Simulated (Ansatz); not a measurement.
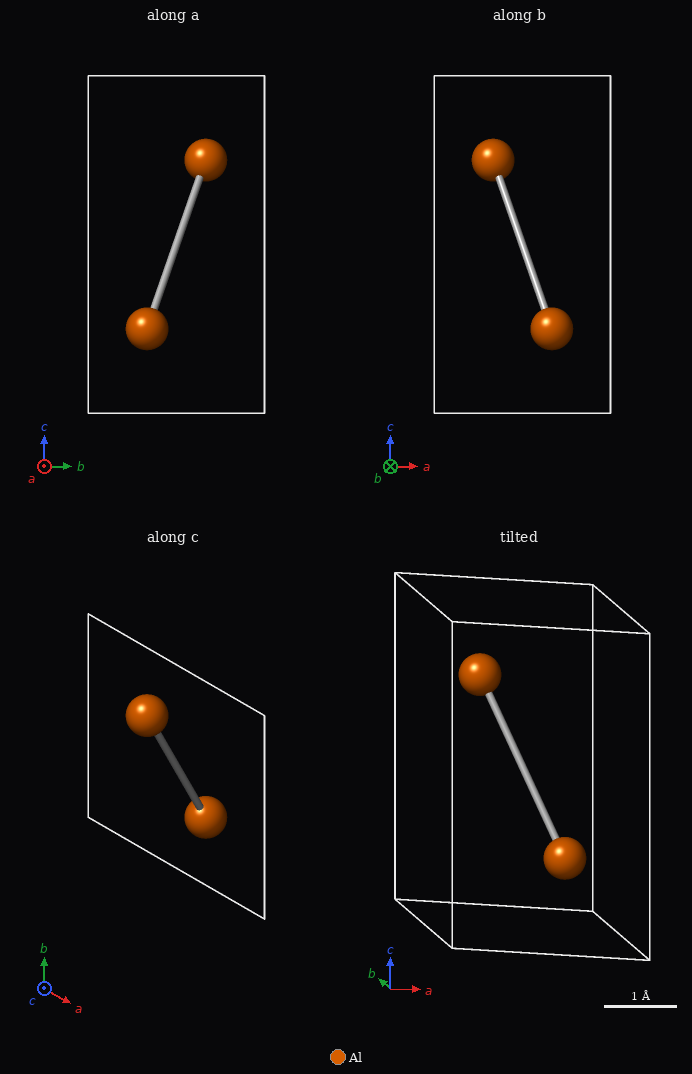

This ball-and-stick model is shown along the a axis, along the b axis, along the c axis and slightly off an axis. The outline marks the conventional unit cell.

Lattice parameters: a = 2.8509 Å, b = 2.8509 Å, c = 4.7292 Å, α = 90.000°, β = 90.000°, γ = 120.000°.

### Transcribe the picture into a CIF in P1 with every atom of the cell.

```cif
data_structure
_symmetry_space_group_name_H-M 'P 1'
_symmetry_Int_Tables_number 1
_cell_length_a 2.8509
_cell_length_b 2.8509
_cell_length_c 4.7292
_cell_angle_alpha 90.000
_cell_angle_beta 90.000
_cell_angle_gamma 120.000
_cell_volume 33.29
loop_
_atom_site_label
_atom_site_type_symbol
_atom_site_fract_x
_atom_site_fract_y
_atom_site_fract_z
_atom_site_occupancy
Al1 Al 0.3333 0.6667 0.7500 1
Al2 Al 0.6667 0.3333 0.2500 1
```

The model was built from a structure type filled with this element by a generator (whether the element takes this form wasn't checked). The final geometry of a relaxation with DFT PBE, scalar-relativistic, plane waves, PAW in Ansatz 0.2.0 is shown.
